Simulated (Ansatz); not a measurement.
Geometry relaxation, with input and output: ZnO (part 1 of 2)

The run: geometry relaxation of ZnO (Cmcm, 4 atoms in the cell). Method and program: DFT, PBEsol, plane waves, PAW, no spin polarisation (Ansatz 0.2.0).

The structure was built on a prototype by a generator.

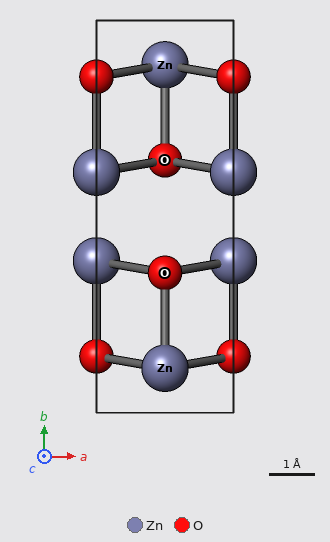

Figure 1. The input geometry (ball-and-stick view of the cell 2 times as large as that of the calculation, set on its symmetry axes, along the c axis).

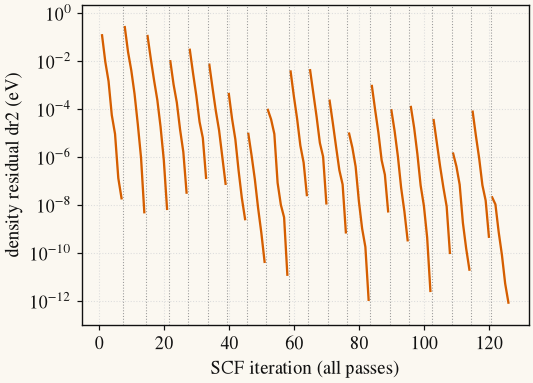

Figure 2. Convergence of the self-consistent field: density residual dr2 against the SCF iteration. The dotted lines part the SCF passes of the relaxation: geometry steps, rejected trials and re-solves on a re-selected basis. The 20 passes take 6 to 7 iterations each, 126 in all.

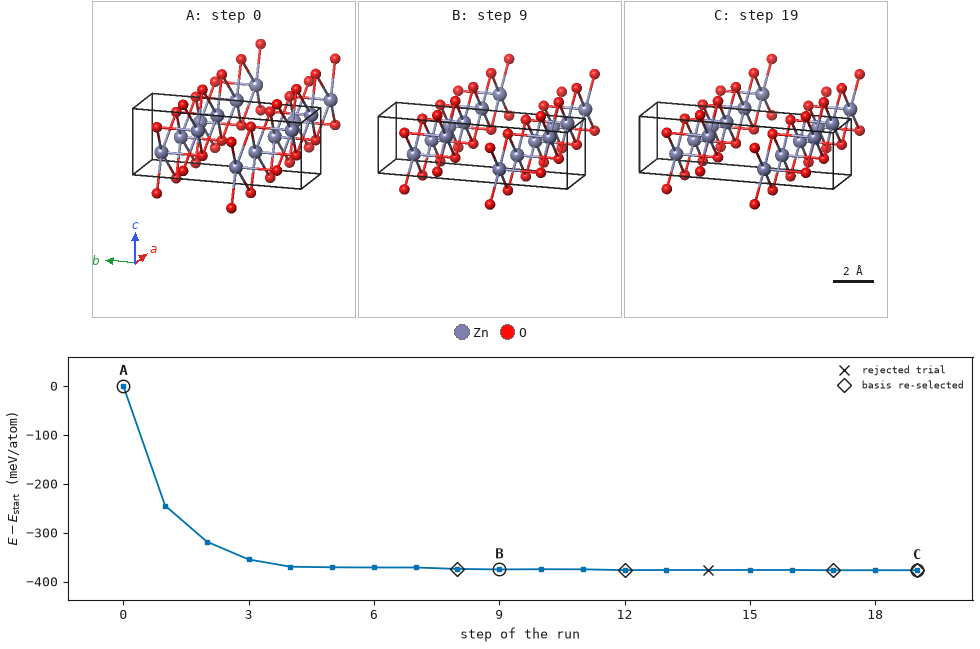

Figure 3. Frames of the relaxation (ball-and-stick view of the cell 2 times as large as that of the calculation, set on its symmetry axes, repeated 3 × 1 × 1, with bonded neighbours outside it, seen at an oblique angle) above the curves, on which the letters mark them (the first geometry is step 0 here and step 1 in the log).

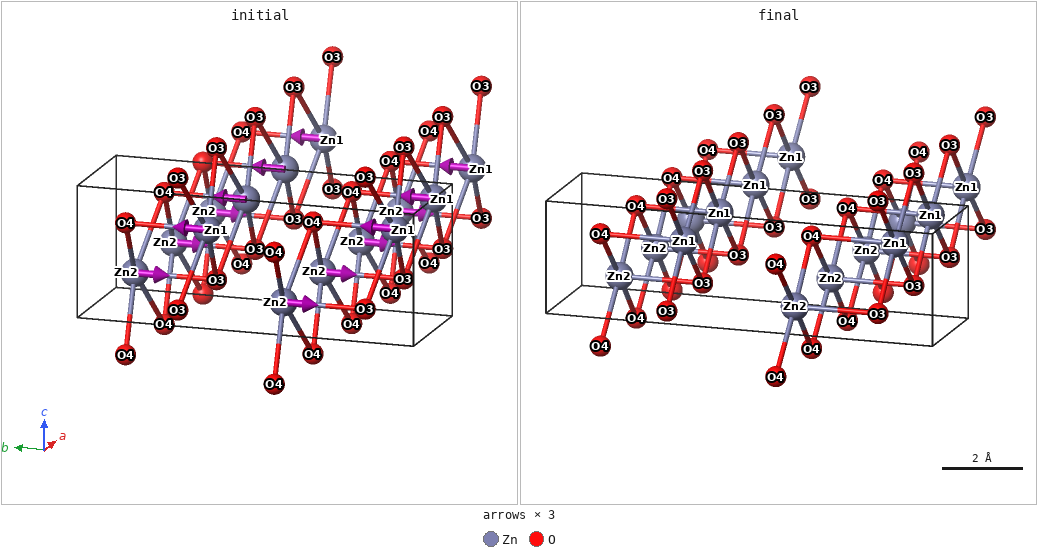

Figure 4. Before (left) and after (right) the relaxation, at one scale (ball-and-stick view of the cell 2 times as large as that of the calculation, set on its symmetry axes, repeated 3 × 1 × 1, with bonded neighbours outside it, seen at an oblique angle). The pink arrows give the displacements (without the part carried along by the change of the cell), magnified 3 times. Over 15 geometry steps the energy falls by 377 meV per atom. Largest force component: 1.7 eV/Å at the start, 0.00061 eV/Å at the end. The pressure goes from −23.43 to 0.02 GPa. The line search rejected the trial step at point 14 (counted from 0) and went back. The basis was re-selected 3 times at an unchanged geometry, which shifts the energy a little without any move. The largest moves relative to the cell, 0.31 Å, are those of Zn1 and Zn2. Largest moves by element: Zn 0.31 Å, O 0.03 Å. The drawn cell changes as follows: a 3.107 → 2.874 Å (−7.5 %), b 8.891 → 10.222 Å (+15.0 %), c 3.431 → 2.922 Å (−14.8 %); the volume changes by −9.4 %. Among the contacts that change: Zn1–O3 2.330 → 2.049 Å, Zn1–O4 2.164 → 2.201 Å. Among the angles that change: Zn2–O4–Zn2 166.7° → 178.4°, O4–Zn2–O4 166.7° → 178.4°, Zn1–O4–Zn2 96.6° → 89.2°. The space group stays Cmcm (No. 63). The energy change given includes the shifts at the re-selections in mid-walk, which come without any move. A last SCF at the same geometry on a re-selected plane-wave basis shifts the energy by −0.1 meV per atom. (Atoms are counted from 1 in the order of the input.)

The input and output of the run follow.

Input file
```yaml
crystal:
  lattice:
    - [1.55359347, -4.44542239, 0.0]
    - [1.55359347, 4.44542239, 0.0]
    - [0.0, 0.0, 3.43140332]
  atoms:
    - { symbol: Zn, position: [0.38685498, 0.61314502, 0.75] }
    - { symbol: Zn, position: [0.61314502, 0.38685498, 0.25] }
    - { symbol: O, position: [0.85650439, 0.14349561, 0.25] }
    - { symbol: O, position: [0.14349561, 0.85650439, 0.75] }
kpoints:
  mp_grid: { grid: [8, 8, 6] }
hamiltonian:
  xc: pbesol
scf:
  occupations: { method: fermi_dirac, width: 0.03 }
relax:
  f_tol: 0.01
  cell: {}
  max_steps: 120
```

Launch command:
```bash
ansatz run input.yaml --threads 2 --pin off --max-ram 2211MiB --backend cpu --events-out ev --progress --plain --runs-dir out
```

Log
```
Engine: ansatz 0.2.0, aarch64-unknown-linux-gnu
Pseudopotentials: kind: paw
Pseudopotential: Zn, paw, valence charge 12, recommended cutoff 420 eV (normal), Zn.paw.azcp
Pseudopotential: O, paw, valence charge 6, recommended cutoff 420 eV (normal), O.paw.azcp
Functional definition: PBEsol
  exchange = pbesol_x
  correlation = pbesol_c
Crystal: 4 atoms, lattice volume = 47.397 Å³
Basis set: ecut = 420 eV, 917 PW (Γ), exchange–correlation on 64×64×48 points (8 copies of the dense FFT grid, shifted against one another)
Bands: 22, of which v1, the nominal top of the filled ones, is band 18 counted from 1 (17 counted from 0)
Symmetry: 8 space group operations
Space group: Cmcm (ITA 63), of the structure as read, at distance tolerance 3.6e-5 Å
k-points: 84 of 384
Non-local potential: Zn, projectors of the file, l = 0: 2, l = 1: 2, l = 2: 3, l = 3: 1
Non-local potential: O, projectors of the file, l = 0: 2, l = 1: 2, l = 2: 1
PAW form: soft (Blöchl's): semilocal exchange-correlation on the pseudo side does not see the compensation charge
PAW frozen core: Zn, regenerated for the run's functional, and the local potential with it (the file was generated under x = pbe(κ = 0.804, μ = 0.2195149727645171), c = pbe(β = 0.06672455060314922))
PAW frozen core: O, regenerated for the run's functional, and the local potential with it (the file was generated under x = pbe(κ = 0.804, μ = 0.2195149727645171), c = pbe(β = 0.06672455060314922))
PAW one-centre angular grid: Zn, 590 points (default); XC on 64 Gauss nodes
PAW one-centre angular grid: O, 110 points (default); XC on 64 Gauss nodes
Initial density: superposition of atomic densities (neutral atoms: chi_scale 0, normalization atom), corrected by the library's trained network
Initial wavefunctions: pseudopotential atomic-orbital guess
Functional: x = pbesol(κ = 0.804, μ = 0.12345679012345678), c = pbesol(β = 0.046)
SCF iter   1: F=—  HF=-7681.756762 eV  |F-HF|=—  |Δ(HF+E_count)|=         —  Δρ=1.72e-2  dr2=1.17e-1  ethr=1.77e-3  ⟨swp⟩=5.5  Hψ=7821  notcnv=0
preconditioner: auto → none  [insulator: Δε(μ)=0.723 eV  Ē_g=11.413 eV  σ=0.030 eV  W_gap=0.80  n_scr=12 (ndim 8)  ℏωp=32.4 eV  f_vac=0.000  D(μ)=0.48/eV (n_scr^D=0)  ε∞_Penn≈9.0]
SCF iter   2: F=—  HF=-7681.731411 eV  |F-HF|=—  |Δ(HF+E_count)|=   2.54e-2  Δρ=4.15e-3  dr2=9.20e-3  ethr=3.26e-4  ⟨swp⟩=3.0  Hψ=4369  notcnv=0
SCF iter   3: F=—  HF=-7681.729640 eV  |F-HF|=—  |Δ(HF+E_count)|=   1.77e-3  Δρ=2.50e-3  dr2=1.42e-3  ethr=2.56e-5  ⟨swp⟩=2.0  Hψ=3528  notcnv=0
SCF iter   4: F=—  HF=-7681.729025 eV  |F-HF|=—  |Δ(HF+E_count)|=   6.14e-4  Δρ=5.35e-4  dr2=5.48e-5  ethr=3.93e-6  ⟨swp⟩=2.0  Hψ=2849  notcnv=0
SCF iter   5: F=—  HF=-7681.729001 eV  |F-HF|=—  |Δ(HF+E_count)|=   2.47e-5  Δρ=1.42e-4  dr2=8.92e-6  ethr=1.52e-7  ⟨swp⟩=2.3  Hψ=3228  notcnv=0
SCF iter   6: F=—  HF=-7681.728998 eV  |F-HF|=—  |Δ(HF+E_count)|=   2.27e-6  Δρ=2.46e-5  dr2=1.29e-7  ethr=2.48e-8  ⟨swp⟩=2.0  Hψ=3194  notcnv=0
SCF iter   7: F=-7681.728998 eV  HF=-7681.728998 eV  |F-HF|=1.45e-8  |Δ(HF+E_count)|=   2.67e-8  Δρ=5.67e-6  dr2=1.86e-8  ethr=2.78e-10  ⟨swp⟩=4.0  Hψ=6692  notcnv=0
SCF 1 converged in 7 iterations: F = -7681.728998 eV  dr2 = 1.86e-8
  greatest PAW one-centre occupation: 0.991 electrons in one spin orbital (limit 2), on the Zn atom at site 1 (counted from 0), in its partial waves of l = 2
relax step   1: F+E_penalty+E_count = -7681.72899830 eV  Δ(F+E_penalty+E_count) = +0.000e0 eV  max|allowed force component| = 1.667e0 eV/Å  Δτ_max = 0.0000 Å  P = -23.431 GPa  Ω = 47.397 Å³  (7 SCF iters, dr2 threshold 1.00e-7 eV, accepted)
Crystal: 4 atoms, lattice volume = 41.407 Å³
Basis set: ecut = 420 eV, 809 PW (Γ), exchange–correlation on 64×64×48 points (8 copies of the dense FFT grid, shifted against one another)
Initial density: handed on by an earlier stage of this run
Initial wavefunctions: those handed on with the density
iter 1 solved again at ethr=7.12e-4 eV; its pass at ethr=3.10e-3 eV (dr2=2.56e-1 eV) is discarded
SCF iter   1: F=—  HF=-7682.806196 eV  |F-HF|=—  |Δ(HF+E_count)|=         —  Δρ=3.04e-2  dr2=2.56e-1  ethr=7.12e-4  ⟨swp⟩=1.0  Hψ=10440  notcnv=0
preconditioner: auto → none  [insulator: Δε(μ)=0.647 eV  Ē_g=12.586 eV  σ=0.030 eV  W_gap=0.86  n_scr=12 (ndim 8)  ℏωp=34.6 eV  f_vac=0.000  D(μ)=0.16/eV (n_scr^D=0)  ε∞_Penn≈8.6]
SCF iter   2: F=—  HF=-7682.718351 eV  |F-HF|=—  |Δ(HF+E_count)|=   8.78e-2  Δρ=9.79e-3  dr2=2.34e-2  ethr=7.12e-4  ⟨swp⟩=2.8  Hψ=3644  notcnv=0
SCF iter   3: F=—  HF=-7682.707940 eV  |F-HF|=—  |Δ(HF+E_count)|=   1.04e-2  Δρ=5.14e-3  dr2=3.97e-3  ethr=6.50e-5  ⟨swp⟩=2.0  Hψ=4192  notcnv=0
SCF iter   4: F=—  HF=-7682.707404 eV  |F-HF|=—  |Δ(HF+E_count)|=   5.36e-4  Δρ=1.64e-3  dr2=4.17e-4  ethr=1.10e-5  ⟨swp⟩=2.0  Hψ=3497  notcnv=0
SCF iter   5: F=—  HF=-7682.707395 eV  |F-HF|=—  |Δ(HF+E_count)|=   9.46e-6  Δρ=4.48e-4  dr2=2.28e-5  ethr=1.16e-6  ⟨swp⟩=2.0  Hψ=3371  notcnv=0
SCF iter   6: F=—  HF=-7682.707428 eV  |F-HF|=—  |Δ(HF+E_count)|=   3.37e-5  Δρ=7.29e-5  dr2=9.01e-7  ethr=6.33e-8  ⟨swp⟩=2.6  Hψ=3325  notcnv=0
SCF iter   7: F=-7682.707429 eV  HF=-7682.707429 eV  |F-HF|=4.05e-10  |Δ(HF+E_count)|=   1.74e-7  Δρ=4.97e-6  dr2=4.88e-9  ethr=1.11e-9  ⟨swp⟩=4.3  Hψ=6788  notcnv=0
SCF 2 converged in 7 iterations: F = -7682.707429 eV  dr2 = 4.88e-9
[... from here on the iterations of each SCF are left out, up to the last one ...]
relax step   2: F+E_penalty+E_count = -7682.70742861 eV  Δ(F+E_penalty+E_count) = -9.784e-1 eV  max|allowed force component| = 6.294e-1 eV/Å  Δτ_max = 0.1201 Å  P = -11.167 GPa  Ω = 41.407 Å³  energy of the carried Pulay correction = +2.544e-2 eV  (7 SCF iters, dr2 threshold 4.00e-7 eV, accepted)
Crystal: 4 atoms, lattice volume = 37.897 Å³
Basis set: ecut = 420 eV, 741 PW (Γ), exchange–correlation on 64×64×48 points (8 copies of the dense FFT grid, shifted against one another)
preconditioner: auto → none  [insulator: Δε(μ)=0.365 eV  Ē_g=13.293 eV  σ=0.030 eV  W_gap=0.99  n_scr=12 (ndim 8)  ℏωp=36.2 eV  f_vac=0.000  D(μ)=0.00/eV (n_scr^D=0)  ε∞_Penn≈8.4]
SCF 3 converged in 7 iterations: F = -7683.002616 eV  dr2 = 6.73e-9
relax step   3: F+E_penalty+E_count = -7683.00261649 eV  Δ(F+E_penalty+E_count) = -2.952e-1 eV  max|allowed force component| = 9.146e-2 eV/Å  Δτ_max = 0.0609 Å  P = +6.137 GPa  Ω = 37.897 Å³  energy of the carried Pulay correction = +4.202e-2 eV  (7 SCF iters, dr2 threshold 4.00e-7 eV, accepted)
Crystal: 4 atoms, lattice volume = 39.208 Å³
Basis set: ecut = 420 eV, 753 PW (Γ), exchange–correlation on 64×64×48 points (8 copies of the dense FFT grid, shifted against one another)
preconditioner: auto → none  [insulator: Δε(μ)=0.129 eV  Ē_g=13.010 eV  σ=0.030 eV  W_gap=0.65  n_scr=12 (ndim 8)  ℏωp=35.6 eV  f_vac=0.000  D(μ)=0.09/eV (n_scr^D=0)  ε∞_Penn≈8.5]
SCF 4 converged in 6 iterations: F = -7683.148134 eV  dr2 = 3.20e-8
relax step   4: F+E_penalty+E_count = -7683.14813356 eV  Δ(F+E_penalty+E_count) = -1.455e-1 eV  max|allowed force component| = 7.188e-2 eV/Å  Δτ_max = 0.0217 Å  P = +2.780 GPa  Ω = 39.208 Å³  energy of the carried Pulay correction = +3.567e-2 eV  (6 SCF iters, dr2 threshold 4.00e-7 eV, accepted)
Crystal: 4 atoms, lattice volume = 40.341 Å³
Basis set: ecut = 420 eV, 783 PW (Γ), exchange–correlation on 64×64×48 points (8 copies of the dense FFT grid, shifted against one another)
preconditioner: auto → none  [insulator: Δε(μ)=0.136 eV  Ē_g=12.970 eV  σ=0.030 eV  W_gap=0.69  n_scr=14 (ndim 8)  ℏωp=35.1 eV  f_vac=0.000  D(μ)=0.08/eV (n_scr^D=0)  ε∞_Penn≈8.3]
SCF 5 converged in 6 iterations: F = -7683.207613 eV  dr2 = 1.32e-7
relax step   5: F+E_penalty+E_count = -7683.20761303 eV  Δ(F+E_penalty+E_count) = -5.948e-2 eV  max|allowed force component| = 4.567e-2 eV/Å  Δτ_max = 0.0390 Å  P = +2.558 GPa  Ω = 40.341 Å³  energy of the carried Pulay correction = +3.034e-2 eV  (6 SCF iters, dr2 threshold 4.00e-7 eV, accepted)
Crystal: 4 atoms, lattice volume = 41.605 Å³
Basis set: ecut = 420 eV, 797 PW (Γ), exchange–correlation on 64×64×48 points (8 copies of the dense FFT grid, shifted against one another)
preconditioner: auto → none  [insulator: Δε(μ)=0.385 eV  Ē_g=12.779 eV  σ=0.030 eV  W_gap=0.80  n_scr=14 (ndim 8)  ℏωp=34.5 eV  f_vac=0.000  D(μ)=0.16/eV (n_scr^D=0)  ε∞_Penn≈8.3]
SCF 6 converged in 6 iterations: F = -7683.212179 eV  dr2 = 7.46e-8
relax step   6: F+E_penalty+E_count = -7683.21217875 eV  Δ(F+E_penalty+E_count) = -4.566e-3 eV  max|allowed force component| = 2.355e-2 eV/Å  Δτ_max = 0.0182 Å  P = -0.928 GPa  Ω = 41.605 Å³  energy of the carried Pulay correction = +2.455e-2 eV  (6 SCF iters, dr2 threshold 4.00e-7 eV, accepted)
Crystal: 4 atoms, lattice volume = 41.459 Å³
preconditioner: auto → none  [insulator: Δε(μ)=0.378 eV  Ē_g=12.838 eV  σ=0.030 eV  W_gap=0.66  n_scr=14 (ndim 8)  ℏωp=34.6 eV  f_vac=0.000  D(μ)=0.15/eV (n_scr^D=0)  ε∞_Penn≈8.3]
SCF 7 converged in 6 iterations: F = -7683.213807 eV  dr2 = 2.51e-9
relax step   7: F+E_penalty+E_count = -7683.21380718 eV  Δ(F+E_penalty+E_count) = -1.628e-3 eV  max|allowed force component| = 4.595e-3 eV/Å  Δτ_max = 0.0025 Å  P = +0.050 GPa  Ω = 41.459 Å³  energy of the carried Pulay correction = +2.521e-2 eV  (6 SCF iters, dr2 threshold 4.00e-7 eV, accepted)
Crystal: 4 atoms, lattice volume = 41.461 Å³
preconditioner: auto → none  [insulator: Δε(μ)=0.380 eV  Ē_g=12.832 eV  σ=0.030 eV  W_gap=0.72  n_scr=14 (ndim 8)  ℏωp=34.6 eV  f_vac=0.000  D(μ)=0.15/eV (n_scr^D=0)  ε∞_Penn≈8.3]
SCF 8 converged in 6 iterations: F = -7683.213805 eV  dr2 = 4.17e-11
relax step   8: F+E_penalty+E_count = -7683.21380481 eV  Δ(F+E_penalty+E_count) = +2.370e-6 eV  max|allowed force component| = 5.430e-4 eV/Å  Δτ_max = 0.0006 Å  P = -0.000 GPa  Ω = 41.461 Å³  energy of the carried Pulay correction = +2.520e-2 eV  (6 SCF iters, dr2 threshold 3.02e-8 eV, accepted)
Basis set: ecut = 420 eV, 797 PW (Γ), exchange–correlation on 72×72×40 points (8 copies of the dense FFT grid, shifted against one another)
Initial wavefunctions: pseudopotential atomic-orbital guess (no wavefunctions were taken with the density)
preconditioner: auto → none  [insulator: Δε(μ)=0.379 eV  Ē_g=12.832 eV  σ=0.030 eV  W_gap=0.72  n_scr=14 (ndim 8)  ℏωp=34.6 eV  f_vac=0.000  D(μ)=0.15/eV (n_scr^D=0)  ε∞_Penn≈8.3]
SCF 9 converged in 7 iterations: F = -7683.225782 eV  dr2 = 1.21e-11
relax step   9: F+E_penalty+E_count = -7683.22578227 eV  Δ(F+E_penalty+E_count) = -1.198e-2 eV  max|allowed force component| = 1.468e-2 eV/Å  Δτ_max = 0.0000 Å  P = +0.360 GPa  Ω = 41.461 Å³  stress off target by 1.85e0 GPa  SCF on the basis re-selected at this cell (its energy is not comparable with the rows above)  (7 SCF iters)
basis re-selected at this cell: Δ(F+E_penalty+E_count) = -1.198e-2 eV, ΔP = +0.360 GPa vs the last step (what re-selecting the basis moved, of the pressure what is left beyond the Pulay correction that the steps carried, after the strain that the cell walked since its last selection, with what the two solves' SCF thresholds leave and, on support functions, any second-order correction that the steps lacked; it is no measure of the basis error at this ecutwfc). The dense FFT grid was sized anew with the basis: this SCF ran on 36×36×20 points, the steps before it on 32×32×24, so part of this shift can come from that change (see relax.cell in the input reference). This SCF's stress stands 1.85e0 GPa from its target on what of the cell is left free (relax.cell.stress_tol is 5.00e-2 GPa) and its largest allowed force component is 1.47e-2 eV/Å (relax.f_tol is 1.00e-2 eV/Å): not within both, so this SCF does not close the relaxation
Crystal: 4 atoms, lattice volume = 42.016 Å³
Basis set: ecut = 420 eV, 809 PW (Γ), exchange–correlation on 72×72×40 points (8 copies of the dense FFT grid, shifted against one another)
preconditioner: auto → none  [insulator: Δε(μ)=0.351 eV  Ē_g=12.789 eV  σ=0.030 eV  W_gap=0.66  n_scr=14 (ndim 8)  ℏωp=34.4 eV  f_vac=0.000  D(μ)=0.15/eV (n_scr^D=0)  ε∞_Penn≈8.2]
SCF 10 converged in 6 iterations: F = -7683.229722 eV  dr2 = 2.53e-8
relax step  10: F+E_penalty+E_count = -7683.22972232 eV  Δ(F+E_penalty+E_count) = -3.940e-3 eV  max|allowed force component| = 9.989e-3 eV/Å  Δτ_max = 0.0131 Å  P = +0.236 GPa  Ω = 42.016 Å³  energy of the carried Pulay correction = -2.803e-3 eV  (6 SCF iters, dr2 threshold 4.00e-7 eV, accepted)
Crystal: 4 atoms, lattice volume = 42.581 Å³
Basis set: ecut = 420 eV, 825 PW (Γ), exchange–correlation on 72×72×40 points (8 copies of the dense FFT grid, shifted against one another)
preconditioner: auto → none  [insulator: Δε(μ)=0.334 eV  Ē_g=12.747 eV  σ=0.030 eV  W_gap=0.68  n_scr=14 (ndim 8)  ℏωp=34.1 eV  f_vac=0.000  D(μ)=0.15/eV (n_scr^D=0)  ε∞_Penn≈8.2]
SCF 11 converged in 6 iterations: F = -7683.228017 eV  dr2 = 1.14e-8
relax step  11: F+E_penalty+E_count = -7683.22801743 eV  Δ(F+E_penalty+E_count) = +1.705e-3 eV  max|allowed force component| = 8.420e-3 eV/Å  Δτ_max = 0.0143 Å  P = -0.216 GPa  Ω = 42.581 Å³  energy of the carried Pulay correction = -5.649e-3 eV  (6 SCF iters, dr2 threshold 4.00e-7 eV, accepted)
Crystal: 4 atoms, lattice volume = 42.445 Å³
Basis set: ecut = 420 eV, 817 PW (Γ), exchange–correlation on 72×72×40 points (8 copies of the dense FFT grid, shifted against one another)
preconditioner: auto → none  [insulator: Δε(μ)=0.338 eV  Ē_g=12.765 eV  σ=0.030 eV  W_gap=0.74  n_scr=14 (ndim 8)  ℏωp=34.2 eV  f_vac=0.000  D(μ)=0.16/eV (n_scr^D=0)  ε∞_Penn≈8.2]
SCF 12 converged in 6 iterations: F = -7683.228831 eV  dr2 = 7.05e-10
relax step  12: F+E_penalty+E_count = -7683.22883063 eV  Δ(F+E_penalty+E_count) = -8.132e-4 eV  max|allowed force component| = 1.329e-3 eV/Å  Δτ_max = 0.0034 Å  P = +0.008 GPa  Ω = 42.445 Å³  energy of the carried Pulay correction = -4.957e-3 eV  (6 SCF iters, dr2 threshold 2.84e-7 eV, accepted)
preconditioner: auto → none  [insulator: Δε(μ)=0.338 eV  Ē_g=12.764 eV  σ=0.030 eV  W_gap=0.74  n_scr=14 (ndim 8)  ℏωp=34.2 eV  f_vac=0.000  D(μ)=0.16/eV (n_scr^D=0)  ε∞_Penn≈8.2]
SCF 13 converged in 7 iterations: F = -7683.235484 eV  dr2 = 1.09e-12
```
